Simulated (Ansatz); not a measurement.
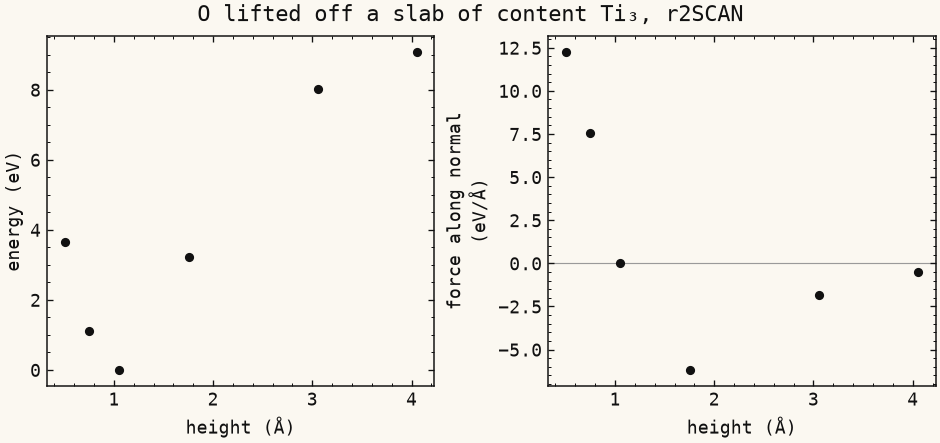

The plot gives the computed energy and force along normal against height for O lifted off a slab of content Ti₃.

Structure:
```yaml
crystal:
  lattice:
    - [2.93580, 0.00000, 0.00000]
    - [-1.46790, 2.54250, 0.00000]
    - [0.00000, 0.00000, 23.63620]
  atoms:
    - { symbol: Ti, position: [0.33333, 0.66667, 0.35962] }
    - { symbol: Ti, position: [0.66667, 0.33333, 0.45320] }
    - { symbol: Ti, position: [0.33333, 0.66667, 0.54674] }
    - { symbol: O, position: [0.33333, 0.16667, 0.59128] }
```

Method: energy and normal force of an adatom against its height over the highest atom of the given rigid slab, above the lowest point of a coarse grid of places, energies count from that point, plane waves with PAW datasets, Γ-centred k mesh (Ansatz 0.2.0). Level: r2SCAN, no spin polarisation.

wave cutoff 500 eV; k mesh 12×12×1; occupations Gaussian; smearing width 0.1 eV; boundary dipole corrected; adsorbate O.

The points at height 1.353 Å and 2.253 Å are left out of the plot. What values does the calculation give there?

```csv
height (Å),energy (eV),force along normal (eV/Å)
1.353,0.822,-4.9
2.253,5.744,-4.0
```

Caveats: atoms far too close; no spin polarisation, a magnetic state may lie lower; in this field the vacuum level falls below the Fermi level; without spin the lifted atom lies too high; xc potential rough in thin density.
